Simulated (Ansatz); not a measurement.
# Run report: SnO, geometry relaxation

- system: SnO (4 atoms in the cell)
- method: DFT PBE, scalar-relativistic, plane waves, PAW, no spin polarisation (Ansatz 0.2.0)

The structure derives from an entry of the Crystallography Open Database. Figures and captions count atoms from 1; the log counts them from 0 in places.

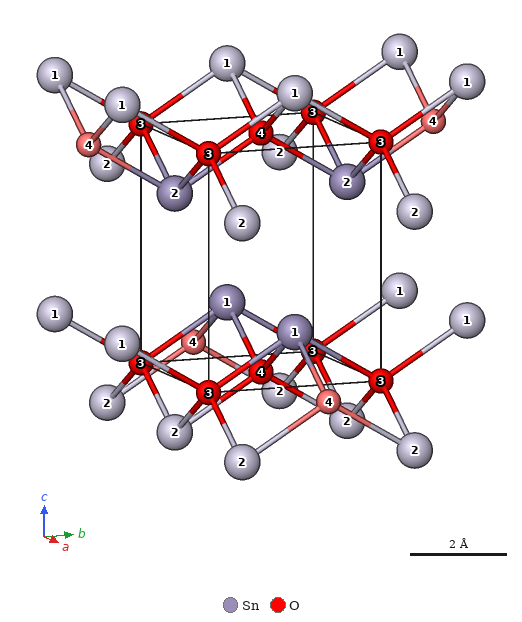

Figure 1. The structure as given in the input (ball-and-stick view of the cell of the calculation, seen slightly off an axis; neighbours outside the cell are drawn fainter; atoms are numbered from 1 in the order of the input). An atom can appear more than once, as a periodic image. Near neighbours in the periodic cell (some may lie outside the picture): Sn has 4 O at 2.25 Å; O has 4 Sn at 2.25 Å.

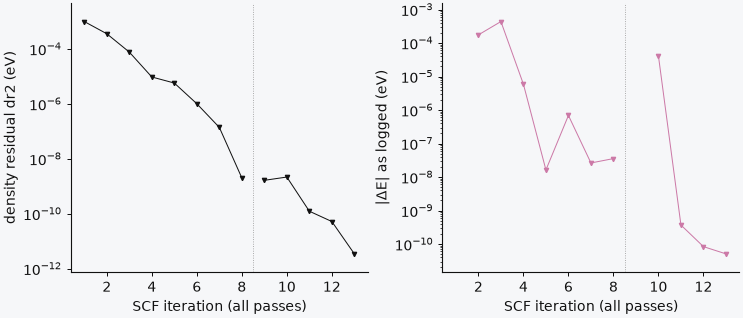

Figure 2. Convergence of the self-consistent field: density residual dr2 and size of the energy change against the SCF iteration. The dotted lines part the SCF passes of the relaxation: geometry steps, rejected trials and re-solves on a re-selected basis. The passes take 8 and 5 iterations.

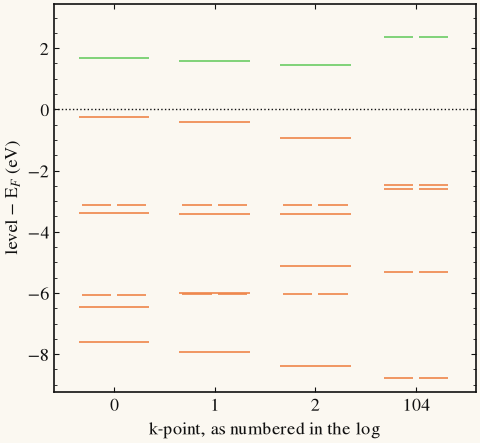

Figure 3. Kohn–Sham levels near the Fermi level (dotted) at the few k-points that the log prints; levels within 0.02 eV of each other stand side by side. Among these points the highest filled and lowest empty levels are 1.71 eV apart; the gap on the full mesh, 0.50 eV, has an edge at a point that isn't printed.

The input that produced these results follows, with the program's output.

The input:
```yaml
crystal:
  lattice:
    - [3.8681707533, 0.0, 0.0]
    - [0.0, 3.8681707533, 0.0]
    - [0.0, 0.0, 5.0672768823]
  atoms:
    - { symbol: Sn, position: [0.0, 0.5, 0.2287361935] }
    - { symbol: Sn, position: [0.5, 0.0, 0.7712638065] }
    - { symbol: O, position: [0.0, 0.0, 0.0] }
    - { symbol: O, position: [0.5, 0.5, 0.0] }
basis:
  ecutwfc: 420
kpoints:
  mp_grid: { grid: [10, 10, 8] }
hamiltonian:
  xc: pbe
scf:
  occupations: { method: gaussian, width: 0.02 }
output:
  forces: true
  stress: true
  eigenvalues: true
relax:
  adjacent_minimum: "off"
  f_tol: 0.005
  max_steps: 80
  cell: { stress_tol: 0.05 }
```

Launched with:
```bash
ansatz run input.yaml --threads 1 --pin off --max-ram 2560MiB --backend cpu --events-out ev --progress --plain --runs-dir out
```

Log:
```
Engine: ansatz 0.2.0, x86_64-unknown-linux-gnu
Pseudopotentials: kind: paw
Pseudopotential: Sn, paw, valence charge 14, recommended cutoff 420 eV (normal), Sn.paw.azcp
Pseudopotential: O, paw, valence charge 6, recommended cutoff 420 eV (normal), O.paw.azcp
Functional definition: PBE
  parameter kappa = 0.804
  parameter beta = 0.06672455060314922
  exchange = pbe_x(kappa = kappa, mu = beta*pi^2/3)
  correlation = pbe_c(beta = beta)
Crystal: 4 atoms, lattice volume = 75.820 Å³
Basis set: ecut = 420 eV, 1513 PW (Γ), exchange–correlation on 54×54×72 points (8 copies of the dense FFT grid, shifted against one another)
Bands: 24, of which v1, the nominal top of the filled ones, is band 20 counted from 1 (19 counted from 0)
Symmetry: 16 space group operations
Space group: P4/nmm (ITA 129), of the structure as read, at distance tolerance 4.2e-5 Å
k-points: 105 of 800
Non-local potential: Sn, projectors of the file, l = 0: 2, l = 1: 2, l = 2: 2, l = 3: 2
Non-local potential: O, projectors of the file, l = 0: 2, l = 1: 2, l = 2: 1
PAW form: soft (Blöchl's): semilocal exchange-correlation on the pseudo side does not see the compensation charge
PAW one-centre angular grid: Sn, 590 points (default); XC on 64 Gauss nodes
PAW one-centre angular grid: O, 110 points (default); XC on 64 Gauss nodes
Initial density: superposition of atomic densities (neutral atoms: chi_scale 0, normalization atom), corrected by the library's trained network
Initial wavefunctions: pseudopotential atomic-orbital guess
Functional: x = pbe(κ = 0.804, μ = 0.2195149727645171), c = pbe(β = 0.06672455060314922)
SCF iter   1: F=—  HF=-13183.405057 eV  |F-HF|=—  |Δ(HF+E_count)|=         —  Δρ=1.30e-3  dr2=9.94e-4  ethr=1.77e-3  ⟨swp⟩=6.2  Hψ=11918  notcnv=0
preconditioner: auto → Resta (q_TF=auto, 2.452 Å⁻¹)  ε∞=3.3  [insulator: Δε(μ)=0.504 eV  Ē_g=17.867 eV  σ=0.020 eV  W_gap=1.00  n_scr=18 (ndim 8)  ℏωp=27.0 eV  f_vac=0.033  D(μ)=0.00/eV (n_scr^D=0)  ε∞_Penn≈3.3]
SCF iter   2: F=—  HF=-13183.404882 eV  |F-HF|=—  |Δ(HF+E_count)|=   1.75e-4  Δρ=8.25e-4  dr2=3.57e-4  ethr=2.49e-6  ⟨swp⟩=2.1  Hψ=5884  notcnv=0
SCF iter   3: F=—  HF=-13183.405320 eV  |F-HF|=—  |Δ(HF+E_count)|=   4.37e-4  Δρ=3.49e-4  dr2=7.68e-5  ethr=8.93e-7  ⟨swp⟩=2.0  Hψ=5038  notcnv=0
SCF iter   4: F=—  HF=-13183.405314 eV  |F-HF|=—  |Δ(HF+E_count)|=   5.89e-6  Δρ=1.05e-4  dr2=9.52e-6  ethr=1.92e-7  ⟨swp⟩=2.0  Hψ=3377  notcnv=0
SCF iter   5: F=—  HF=-13183.405314 eV  |F-HF|=—  |Δ(HF+E_count)|=   1.63e-8  Δρ=9.39e-5  dr2=5.73e-6  ethr=2.38e-8  ⟨swp⟩=2.0  Hψ=4620  notcnv=0
SCF iter   6: F=—  HF=-13183.405313 eV  |F-HF|=—  |Δ(HF+E_count)|=   6.89e-7  Δρ=3.75e-5  dr2=1.01e-6  ethr=1.43e-8  ⟨swp⟩=2.4  Hψ=3391  notcnv=0
SCF iter   7: F=—  HF=-13183.405313 eV  |F-HF|=—  |Δ(HF+E_count)|=   2.63e-8  Δρ=1.38e-5  dr2=1.39e-7  ethr=2.53e-9  ⟨swp⟩=2.0  Hψ=3285  notcnv=0
SCF iter   8: F=-13183.405313 eV  HF=-13183.405313 eV  |F-HF|=1.92e-9  |Δ(HF+E_count)|=   3.55e-8  Δρ=1.81e-6  dr2=2.01e-9  ethr=2.50e-10  ⟨swp⟩=5.1  Hψ=9023  notcnv=0
SCF 1 converged in 8 iterations: F = -13183.405313 eV  dr2 = 2.01e-9
  greatest PAW one-centre occupation: 0.993 electrons in one spin orbital (limit 2), on the Sn atom at site 1 (counted from 0), in its partial waves of l = 2
relax step   1: F+E_penalty+E_count = -13183.40531326 eV  Δ(F+E_penalty+E_count) = +0.000e0 eV  max|allowed force component| = 2.744e-4 eV/Å  Δτ_max = 0.0000 Å  P = +0.011 GPa  Ω = 75.820 Å³  (8 SCF iters, dr2 threshold 1.00e-7 eV, accepted)
Initial density: handed on by an earlier stage of this run
Initial wavefunctions: pseudopotential atomic-orbital guess (no wavefunctions were taken with the density)
iter 1 solved again at ethr=1.42e-7 eV; its pass at ethr=3.10e-3 eV (dr2=5.68e-5 eV) is discarded
SCF iter   1: F=—  HF=-13183.405354 eV  |F-HF|=—  |Δ(HF+E_count)|=         —  Δρ=1.78e-6  dr2=1.64e-9  ethr=1.42e-7  ⟨swp⟩=3.4  Hψ=18576  notcnv=0
eigensolver tolerance schedule: the retry pair's looser diagonalisation over-reported the residual by 34665.01 of it (diagonalisation noise at an unbounded share of the residual, at the tolerance the schedule requests for it); recorded, not acted on — ethr = c·dr2/N_el stays at c = 1.0e-1
preconditioner: auto → Resta (q_TF=auto, 2.452 Å⁻¹)  ε∞=3.3  [insulator: Δε(μ)=0.498 eV  Ē_g=17.878 eV  σ=0.020 eV  W_gap=1.00  n_scr=18 (ndim 8)  ℏωp=27.0 eV  f_vac=0.032  D(μ)=0.00/eV (n_scr^D=0)  ε∞_Penn≈3.3]
SCF iter   2: F=—  HF=-13183.405313 eV  |F-HF|=—  |Δ(HF+E_count)|=   4.09e-5  Δρ=1.74e-6  dr2=2.16e-9  ethr=4.10e-12  ⟨swp⟩=3.9  Hψ=6852  notcnv=0
SCF iter   3: F=—  HF=-13183.405313 eV  |F-HF|=—  |Δ(HF+E_count)|=  3.69e-10  Δρ=4.27e-7  dr2=1.23e-10  ethr=4.10e-12  ⟨swp⟩=2.0  Hψ=3491  notcnv=0
SCF iter   4: F=—  HF=-13183.405313 eV  |F-HF|=—  |Δ(HF+E_count)|=  8.37e-11  Δρ=2.53e-7  dr2=5.18e-11  ethr=1.00e-12  ⟨swp⟩=5.8  Hψ=10072  notcnv=0
SCF iter   5: F=-13183.405313 eV  HF=-13183.405313 eV  |F-HF|=3.64e-12  |Δ(HF+E_count)|=  5.09e-11  Δρ=6.48e-8  dr2=3.44e-12  ethr=1.00e-12  ⟨swp⟩=5.0  Hψ=8435  notcnv=0
SCF 2 converged in 5 iterations: F = -13183.405313 eV  dr2 = 3.44e-12
relax step   2: F+E_penalty+E_count = -13183.40531326 eV  Δ(F+E_penalty+E_count) = -1.524e-9 eV  max|allowed force component| = 2.481e-4 eV/Å  Δτ_max = 0.0000 Å  P = +0.011 GPa  Ω = 75.820 Å³  stress off target by 2.54e-2 GPa  SCF on the basis re-selected at this cell (its energy is not comparable with the rows above)  (5 SCF iters)
basis re-selected at this cell: Δ(F+E_penalty+E_count) = -1.524e-9 eV, ΔP = +0.000 GPa vs the last step (what re-selecting the basis moved, of the pressure what is left beyond the Pulay correction that the steps carried, after the strain that the cell walked since its last selection, with what the two solves' SCF thresholds leave and, on support functions, any second-order correction that the steps lacked; it is no measure of the basis error at this ecutwfc). This SCF's stress stands 2.54e-2 GPa from its target on what of the cell is left free (relax.cell.stress_tol is 5.00e-2 GPa) and its largest allowed force component is 2.48e-4 eV/Å (relax.f_tol is 5.00e-3 eV/Å): within both
SCF converged after 5 iterations
Free energy (F): -13183.405313 eV
Harris-Foulkes:  -13183.405313 eV  (|F-HF|=3.64e-12)
Internal energy: -13183.405313 eV  (E = F + TS)
E sigma→0 (E₀):  -13183.405313 eV
Fermi energy:    8.987965 eV
--- Per-component energies (eV) ---
  E_band       = -223.004304
  E_kinetic    = 721.722486
  E_local      = -2896.541379  (includes V_loc(G=0)·N_el)
  E_nonlocal   = 31.772986
  E_hartree    = 1540.191928
  E_xc         = -912.426605
  E_vxc        = -379.787769  (∫ρ·V_xc dr)
  E_paw        = -8588.038831  (= ΣΔE_a)
  E_vpaw       = -780.559249  (= ΣTr[D̂ρ^β])
  E_aug_tail   = 0.004755  (compensation charges beyond the density's cutoff)
  E_ewald      = -3080.090653
  E_smearing   = -0.000000  (= −TS)
  E_closure    = -0.000000  (closes the sum)
  Σ components = -13183.405313   (vs F -13183.405313, Δ=0.00e0)
--- Forces (eV/Å), atoms counted from 1 ---
  atom   1  Sn     0.00000000     0.00000000     0.00024815
  atom   2  Sn     0.00000000     0.00000000    -0.00024815
  atom   3  O      0.00000000     0.00000000     0.00000000
  atom   4  O      0.00000000     0.00000000     0.00000000
  max |Σ_I F_I| component: 0.00e0 eV/Å
--- Stress (GPa, compression-positive) ---
        0.003946       0.000000       0.000000
        0.000000       0.003946       0.000000
        0.000000       0.000000       0.025387
  P = ⅓ Tr σ = 0.0111 GPa (0.111 kbar)
--- Band table (eV; the first three rows and the last of 105) ---
  k-point 0: bands = ["-13.0092", "-12.6462", "-12.6355", "-12.6355", "-12.6118", "-12.5899", "-12.5684", "-12.5525", "-12.5357", "-12.5357", "-10.9474", "-8.5713", "1.3833", "2.5294", "2.9288", "2.9288", "5.5909", "5.8643", "5.8643", "8.7394", "10.6778", "12.8295", "13.6481", "13.6481"]
  k-point 1: bands = ["-13.0079", "-12.6475", "-12.6332", "-12.6332", "-12.6107", "-12.5886", "-12.5694", "-12.5537", "-12.5383", "-12.5383", "-10.9442", "-8.5714", "1.0533", "2.9400", "2.9400", "2.9981", "5.5834", "5.8628", "5.8628", "8.5744", "10.5676", "12.9066", "13.1350", "13.1350"]
  k-point 2: bands = ["-13.0047", "-12.6507", "-12.6268", "-12.6268", "-12.6079", "-12.5851", "-12.5722", "-12.5570", "-12.5452", "-12.5452", "-10.9364", "-8.5715", "0.5944", "2.9674", "2.9674", "3.8603", "5.5658", "5.8583", "5.8583", "8.0577", "10.4542", "12.5568", "12.5568", "12.8648"]
  k-point 104: bands = ["-12.9206", "-12.9206", "-12.6207", "-12.6207", "-12.5924", "-12.5924", "-12.5533", "-12.5533", "-12.5312", "-12.5312", "-9.3989", "-9.3989", "0.2114", "0.2114", "3.6615", "3.6615", "6.3741", "6.3741", "6.5049", "6.5049", "11.3414", "11.3414", "12.4890", "12.4890"]
--- Relaxed structure (1 steps of the walk, 1 accepted, 1 SCFs on fresh bases) ---
  F+E_penalty+E_count = -13183.40531326 eV   max|allowed force component| = 2.481e-4 eV/Å   (the final SCF, on the basis selected at the relaxed cell)
  cell:  # Å, volume = 75.8204 Å³
    - [3.8681707533, 0.0, 0.0]
    - [0.0, 3.8681707533, 0.0]
    - [0.0, 0.0, 5.0672768823]
  atoms:
    - { symbol: Sn, position: [0.0, 0.5, 0.22873619350000002] }
    - { symbol: Sn, position: [0.5, 0.0, 0.7712638065000001] }
    - { symbol: O, position: [0.0, 0.0, 0.0] }
    - { symbol: O, position: [0.5, 0.5, 0.0] }
```

Trajectory as extended XYZ (Å, eV, eV/Å), 2 frames, from step=1 to step=2:
```
4
Lattice="3.8682 0.0000 0.0000 0.0000 3.8682 0.0000 0.0000 0.0000 5.0673" Properties=species:S:1:pos:R:3:forces:R:3 step=1 energy=-13183.40531 pressure_GPa=0.01
Sn    0.0000    1.9341    1.1591    0.0000   0.0000   0.0003
Sn    1.9341    0.0000    3.9082    0.0000   0.0000  -0.0003
O     0.0000    0.0000    0.0000    0.0000   0.0000   0.0000
O     1.9341    1.9341    0.0000    0.0000   0.0000   0.0000
4
Lattice="3.8682 0.0000 0.0000 0.0000 3.8682 0.0000 0.0000 0.0000 5.0673" Properties=species:S:1:pos:R:3:forces:R:3 step=2 energy=-13183.40531 pressure_GPa=0.01
Sn    0.0000    1.9341    1.1591    0.0000   0.0000   0.0002
Sn    1.9341    0.0000    3.9082    0.0000   0.0000  -0.0002
O     0.0000    0.0000    0.0000    0.0000   0.0000   0.0000
O     1.9341    1.9341    0.0000    0.0000   0.0000   0.0000
```

Summary:

```tsv
quantity	value
outcome	converged
space group (tolerance 0.01 Å)	P4/nmm (129)
electrons treated	40
free energy	−13183.4053 eV
Fermi energy	8.988 eV
gap on the k-point mesh	0.50 eV
pressure	0.01 GPa
final volume	75.82 Å³
largest force (length of the vector) at the end	under 0.001 eV/Å
final cell	a = 3.868 Å, b = 3.868 Å, c = 5.067 Å, α = 90.00°, β = 90.00°, γ = 90.00°
hardware	1 thread of Intel Xeon (Granite Rapids), 32 GiB of memory available, shared host
wall time	11 s
peak memory	0.52 GiB
```
